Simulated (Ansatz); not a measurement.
Ir (space group P6_3/mmc, No. 194). Coordinates: the geometry relaxed with Ansatz, DFT PBEsol, scalar-relativistic, plane waves, PAW; the starting structure was generated, so it need not be a known form of this composition.

Space group P6_3/mmc (No. 194). a = 4.228 Å, b = 4.228 Å, c = 4.810 Å, α = 90.00°, β = 90.00°, γ = 120.00°
```tsv
atom	site	symmetry	x	y	z
Ir	2b	-6m2	0.0000	0.0000	0.2500
Ir	2d	-6m2	0.3333	0.6667	0.7500
```

Bonds are taken as Ir–Ir below 2.7 Å; no other contact counts. Atoms with one bond or none are removed and atoms with two bonds are replaced by edges, until no such atom is left.

What net does this leave?

The result is a binodal (3,5)-connected, three-periodic net: Ir(2d) is a 3-connected node; Ir(2b) is a 5-connected node, in the ratio 1:1. It is a single net, without interpenetration.

```
  node  links  point symbol  coordination sequence
Ir(2d)      3            6³          3 12 27 50 75
Ir(2b)      5          6⁹·8          5 14 29 50 77
```

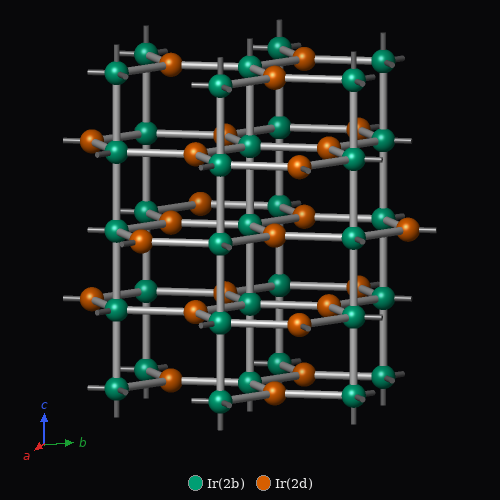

Nodes are coloured by topological kind. Edges to nodes outside the piece are drawn as stubs.
